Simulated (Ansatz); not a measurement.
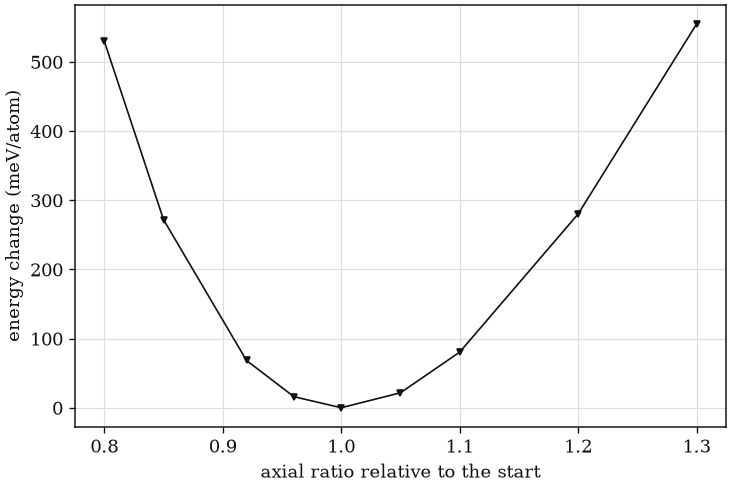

The picture above shows the energy change against relative axial ratio.

Calculation (Ansatz 0.2.0): deformation of a crystal at fixed volume, lengths along the axis scaled against those across it, fractional coordinates fixed, by plane-wave density functional theory with PAW datasets, free energies less that of the undisturbed cell, pressure positive in compression; scalar-relativistic. Level: r2SCAN, no spin polarisation.

### For which of these solids was it computed?
A. GaN, P6_3mc (No. 186), 11.4 Å³/atom, path axial
B. W, Im-3m (No. 229), 16.3 Å³/atom, path tetragonal
C. P, Pmna (No. 53), 132.5 Å³/atom, path axial
D. SnO₂, R-3m (No. 166), 13.0 Å³/atom, path axial

A, GaN: energy change from 0 meV/atom to 555 meV/atom. The others give: P, energy change from 0 meV/atom to 334 meV/atom; SnO₂, energy change from 0 meV/atom to 128 meV/atom; W, energy change from 0 meV/atom to 1109 meV/atom.

For GaN, limits of the calculation: gap closes along the scan on a mesh chosen for the insulator; shape and atomic fractions are frozen while scaling, which makes layered, chain and framework solids too stiff.

For P, limits of the calculation: gap closes along the scan on a mesh chosen for the insulator; reference crystal is not relaxed; shape and atomic fractions are frozen while scaling, which makes layered, chain and framework solids too stiff.

For SnO₂, limits of the calculation: shape and atomic fractions are frozen while scaling, which makes layered, chain and framework solids too stiff.

For W, limits of the calculation: reference crystal is not relaxed.
